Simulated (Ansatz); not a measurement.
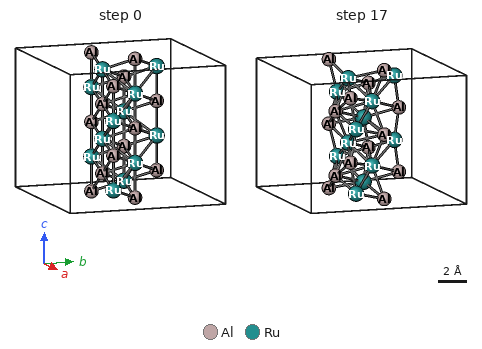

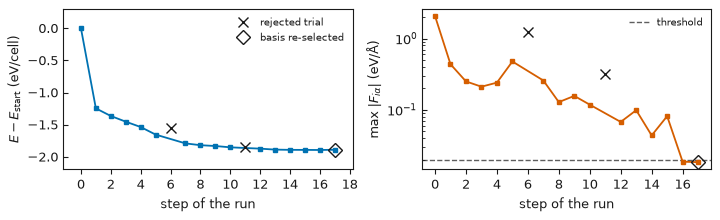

First and last geometry of a relaxation of a wire of composition AlRu, with the history of the run. Style: ball-and-stick. Shown: the 2 repeat of the cell, with the vacuum cut short, slightly off an axis.

Case: wire along [1 1 1], 12 atoms a period.

All numbers below come from DFT PBEsol, scalar-relativistic, plane waves, PAW (Ansatz 0.2.0). (plane-wave cutoff 420 eV; k-point mesh 1 × 1 × 11; occupations gaussian; smearing width 0.05 eV; no spin polarisation; cell relaxed at fixed a, b, alpha, beta, gamma; force threshold 0.02 eV/Å; at most 45 steps)

Q: Did the run converge, and what did it change?

A: It converged. The largest moves relative to the centre of the atoms, 0.70 Å, are those of Al atoms. Largest moves by element: Al 0.70 Å, Ru 0.49 Å. Along the periodic axis the drawn cell goes c 10.311 → 9.567 Å (−7.2 %). Some distances before and after: Ru–Ru 2.976 → 2.405 Å, Ru–Ru 2.976 → 2.428 Å, Ru–Ru 2.976 → 2.490 Å, Al–Ru 2.578 → 2.902 Å. Bond angles that change, for instance: Ru–Al–Ru 180.0° → 132.7°, Ru–Al–Ru 180.0° → 138.6°, Al–Ru–Al 70.5° → 108.0°. After 14 accepted moves (17 points after the start) the energy has fallen by 1.891 eV per cell of the calculation. Largest force component: 2.1 eV/Å at the start, 0.018 eV/Å at the end. The line search rejected the trial steps at points 6, 11 of the run. The SCF was repeated once at an unchanged geometry on a basis and grid sized afresh for the cell, which shifted the energy by 3.5 meV per cell of the calculation at most. The run took 5.7 min on 4 threads of Arm Neoverse V1, with other jobs on the host, peak memory 1.8 GiB.

```tsv
step	E − E(0), meV/atom	largest force component, eV/Å	note
0	0.00	2.0646	
1	-103.88	0.4363	
2	-113.75	0.2505	
3	-121.12	0.2112	
4	-128.07	0.2408	
5	-137.86	0.4764	
6	-129.71	1.2450	rejected
7	-149.29	0.2579	
8	-151.62	0.1285	
9	-152.67	0.1569	
10	-154.38	0.1182	
11	-154.17	0.3131	rejected
12	-156.10	0.0677	
13	-157.34	0.0989	
14	-157.66	0.0438	
15	-157.72	0.0816	
16	-157.83	0.0188	
17	-157.55	0.0185	same geometry, new basis
```

Limits of the set-up: the k-point mesh is coarse for a cell with partly filled bands.
